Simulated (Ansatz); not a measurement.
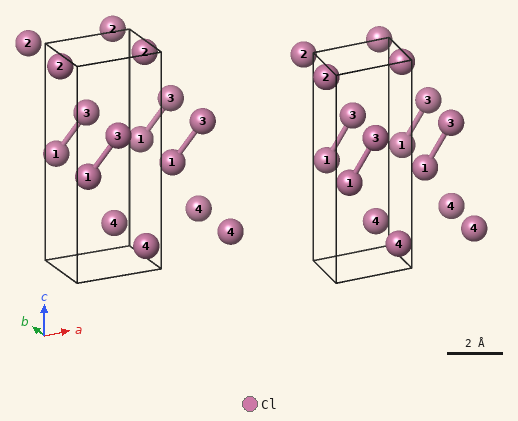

Two geometries of crystalline Cl (set up in Cmce), drawn at one scale. One is the start of a relaxation, the other its converged end. The picture is a ball-and-stick view of the cell of the calculation, repeated 2 × 2 × 1 with one cell outlined, seen slightly off an axis.

Theory: Kohn-Sham DFT of a periodic cell, PBEsol with D3(BJ), Ansatz PAW (Ansatz 0.2.0). Settings: plane-wave cutoff 420 eV; k-point mesh 7 × 7 × 4; occupations fermi-dirac; smearing width 0.05 eV; no spin polarisation; cell and atoms relaxed; force threshold 0.01 eV/Å; at most 40 steps.

Question: Which geometry has the lower energy?

Answer: The right one is the relaxed one. The run lets cell and atoms move. Over 8 accepted moves (10 points after the start) the energy falls by 0.182 eV per cell of the calculation. Largest force component: 0.17 eV/Å at the start, 0.0022 eV/Å at the end. Pressure: −1.52 GPa at the start and 0.01 GPa at the end. The line search rejected the trial step at point 2 of the run. At 1 point the geometry stayed and the basis and grid were re-selected for the new cell (energy shift of 0.3 meV per cell of the calculation at most each time). The largest moves relative to the cell, 0.097 Å, are those of Cl1, Cl2, Cl3 and Cl4. Cl4 goes along +c. The volume changes by −18.1 %, with a = b 3.867 → 3.699 Å (−4.3 %), c 8.210 → 7.878 Å (−4.0 %), γ 71.2° → 62.0°. Near-neighbour distances that change, for instance: Cl1–Cl3 2.016 → 2.037 Å. The space group stays Cmce (No. 64). Cost: 29 s on 2 threads of Intel(R) Xeon(R) Platinum 8259CL CPU @ 2.50GHz (Skylake/Cascade Lake), with other jobs on the host, peak memory 0.48 GiB.
